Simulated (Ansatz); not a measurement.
# LiCl: what the fields show

```
Li Cl
1.0
    -2.56476    0.00000   -2.56476
    -2.56476    2.56476    0.00000
     0.00000    2.56476   -2.56476
Li Cl
1 1
Direct
  0.00000 0.00000 0.00000
  0.55900 0.42400 0.58589
```

Space group P1; changed on purpose from its base cell (one atom moved); not relaxed (largest force 0.6 eV/Å); computed pressure about 2 GPa in this cell.

Computed with DFT PBE, scalar-relativistic, plane waves, PAW (Ansatz).

The density is the valence pseudo-density of a PAW calculation; it isn't the true density close to the nuclei.

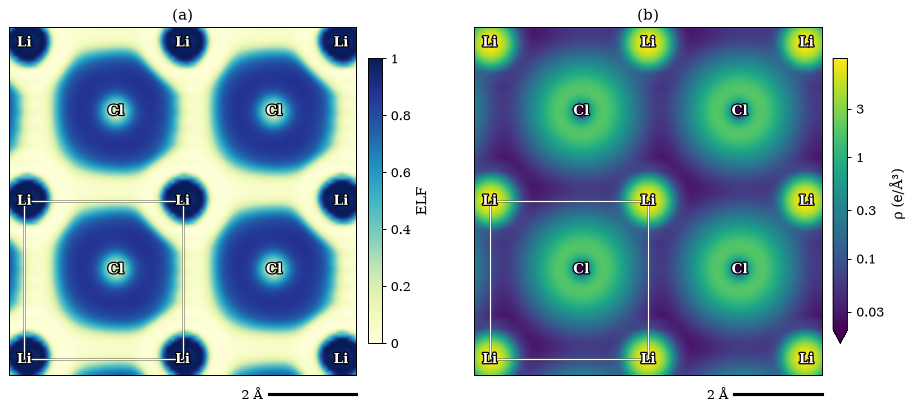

Figure 1. (a) electron localisation function; (b) valence charge density (pseudo) on the (110) plane of the conventional cell.

Question: Describe what can be read from this map.

Answer: Atoms in the plane: Li and Cl.
Li–Cl (2.19 Å): ρ at the midpoint is about 0.45 e/Å³; the ELF peaks at about 0.90 in the valence shell of Cl, 0.8 Å from its nucleus, and falls to about 0.05 next to Li; an ionic contact with no shared pair.
Between the atoms the lowest density in this plane is 0.03 e/Å³.
The features right at Li lie inside the PAW spheres, where the map follows smoothed inner orbitals and isn't to be read closely.

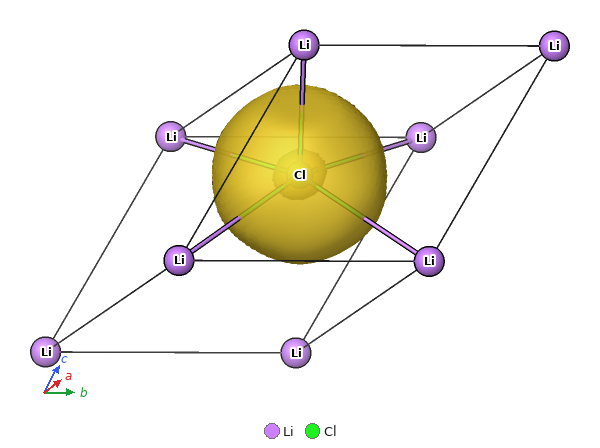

Figure 2. Isosurface of the ELF at 0.65 (yellow), seen at an oblique angle. Only the valence region is drawn (cores and ρ < 0.01 e/Å³ removed). Sticks mark near contacts.

Question: Identify the bonds, lone pairs and shells in this picture.

Answer: At this value the surface marks out one region wrapped around Cl (its valence shell), counted in one cell of 2 atoms. Regions shared between cells count once.

Question: Does the calculation make it a metal, or give it a gap?

Answer: It is gapped, with a Kohn–Sham gap of 6.2 eV on the k-point mesh, an upper bound to the gap of this method.
